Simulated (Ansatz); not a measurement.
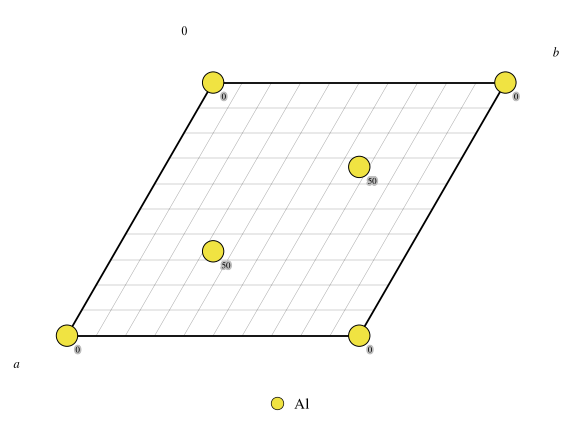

Plan of a unit cell projected along c (a down the page, b across); the numbers are heights in hundredths of c, and atoms on the cell's edges are repeated. The grid marks tenths of a and b. Source: the end point of a relaxation with Ansatz 0.2.0, DFT, PBE, plane waves (420 eV) with PAW, scalar-relativistic; the starting structure was generated, so it need not be a known form of this composition. The drawing is computed from the coordinates (standard cell, symmetry found to 0.002 Å).

a = 4.584 Å, b = 4.584 Å, c = 2.836 Å, α = 90.00°, β = 90.00°, γ = 120.00°.

What does the cell contain?

Answer. 3 Al: Al, Z = 3.

Which space group?

Answer. No. 191, P6/mmm, primitive hexagonal.

Give the fractional coordinates of all atoms, to two places.

Answer.
| atom | x | y | z |
| --- | --- | --- | --- |
| Al | 0.00 | 0.00 | 0.00 |
| Al | 0.33 | 0.67 | 0.50 |
| Al | 0.67 | 0.33 | 0.50 |
